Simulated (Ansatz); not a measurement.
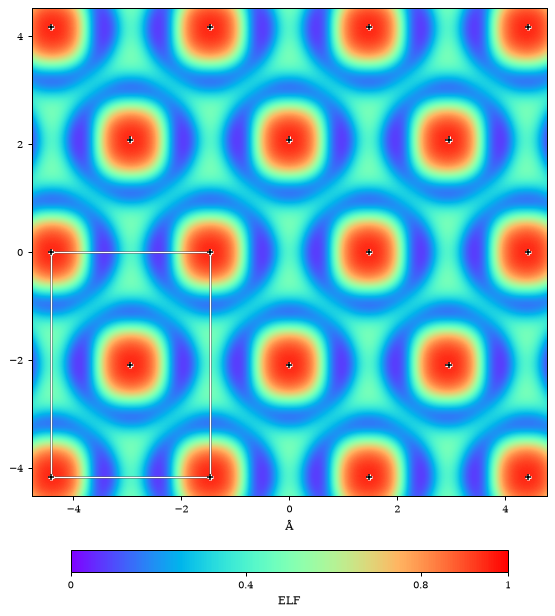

The ELF on a plane through atoms (crosses mark nuclei in the plane).

Level of theory: Kohn-Sham DFT of a periodic cell, r2SCAN, Ansatz PAW in Ansatz.

Candidates:
A. Cr, a = 2.95 Å, b = 2.95 Å, c = 2.95 Å, α = 90.00°, β = 90.00°, γ = 90.00°. Space group Im-3m; a structure from a database of computed crystals, not necessarily the ambient phase; computed pressure about −27 GPa in this cell; the program warned that a starting moment wasn't kept; spin-polarised, but the moments vanished.
B. C, a = 2.47 Å, b = 2.47 Å, c = 24.85 Å, α = 90.00°, β = 90.00°, γ = 120.00°. Space group R-3m; a structure from a database of computed crystals, not necessarily the ambient phase; computed pressure about −3 GPa in this cell.
C. Ti₂C, a = 3.02 Å, b = 3.02 Å, c = 14.15 Å, α = 90.00°, β = 90.00°, γ = 120.00°. Space group R-3m; a structure from a database of computed crystals, not necessarily the ambient phase; not relaxed (largest force 0.7 eV/Å); computed pressure about 13 GPa in this cell.

Q: Which system is this?

A: Candidate A: Cr on the (110) plane of the conventional cell, which holds Cr. Cr–Cr (2.55 Å): the ELF is about 0.30 at the midpoint.
